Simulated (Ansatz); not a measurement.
# TiSi$_{30}$ (cell with a defect): what the fields show

```
CELL_PARAMETERS angstrom
-5.47009 5.47009 -5.47009
5.47009 5.47009 5.47009
5.47009 -5.47009 -5.47009
ATOMIC_POSITIONS crystal
Ti 0.37906 0.37906 0.87906
Si 0.00556 0.50134 0.75570
Si 0.50134 0.25570 0.50556
Si 0.75238 0.75238 0.75194
Si 0.25570 0.50134 0.50556
Si 0.50134 0.00556 0.75570
Si 0.00860 0.76258 0.50860
Si 0.75238 0.25194 0.25238
Si 0.50052 0.50052 0.23011
Si 0.76258 0.00860 0.50860
Si 0.00556 0.25570 0.00134
Si 0.25194 0.75238 0.25238
Si 0.00860 0.00860 0.26258
Si 0.73011 0.50052 0.00052
Si 0.50052 0.73011 0.00052
Si 0.25570 0.00556 0.00134
Si 0.25759 0.25759 0.52785
Si 0.00581 0.50627 0.50581
Si 0.50236 0.25673 0.25236
Si 0.74939 0.74939 0.49552
Si 0.25673 0.50236 0.25236
Si 0.50627 0.00581 0.50581
Si 0.99552 0.74939 0.24939
Si 0.75236 0.25673 0.00236
Si 0.74939 0.99552 0.24939
Si 0.02785 0.25759 0.75759
Si 0.25673 0.75236 0.00236
Si 0.00581 0.00581 0.00627
Si 0.75236 0.50236 0.75673
Si 0.50236 0.75236 0.75673
Si 0.25759 0.02785 0.75759
```

Computed without spin polarisation.

The calculation used Ansatz 0.2.0, DFT PBE, scalar-relativistic, plane waves, PAW.

In a PAW calculation such maps are meaningful between the atoms, not at the nuclei.

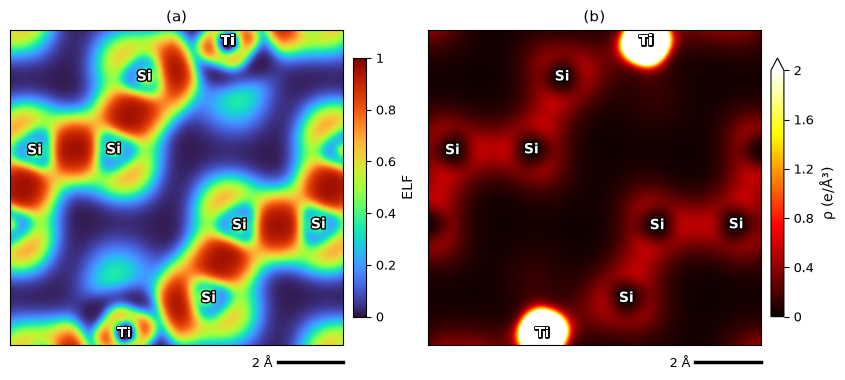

Figure 1. (a) electron localisation function; (b) valence electron density on the (11̄0) plane of the calculation cell.

**What does the map show?**

- The plane passes through Ti and Si nuclei.
- Ti–Si (2.78 Å): the density is about 0.3 e/Å³ at the midpoint; the ELF peaks at about 0.95 in the valence shell of Si, 1.0 Å from its nucleus, and is about 0.75 at the midpoint.
- Si–Si (2.41 Å): ρ at the midpoint is about 0.52 e/Å³; the ELF peaks at about 0.95 between the atoms.
- Between the atoms the lowest density in this plane is 0.02 e/Å³.
- The features right at Ti lie inside the PAW spheres, where the map follows smoothed inner orbitals and isn't to be read closely.

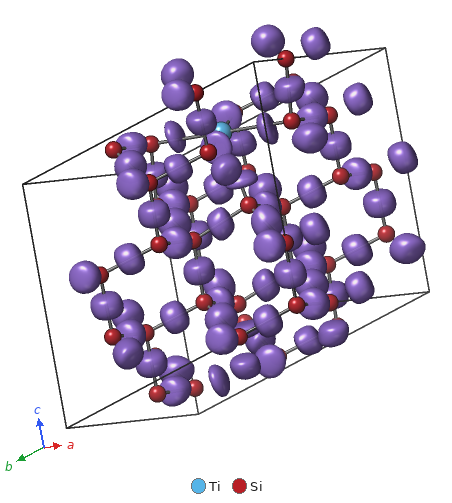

Figure 2. Isosurface of the electron localisation function at 0.85 (purple), seen at an oblique angle. Core shells and regions of very low density are left out. Sticks mark near contacts.

**What do the ELF domains correspond to?**

The ELF exceeds this value in 57 regions between bonded Si–Si atoms and six lobes of the valence shell of Si pointing towards Ti (polar bonds), counted in one cell of 31 atoms. Any copies at cell faces, edges or corners count once.


Si–Si (2.37 Å): the ELF peaks at about 0.95 between the atoms.

**Does the calculation give a band gap?**

It is gapless in this calculation (a metal or semimetal).
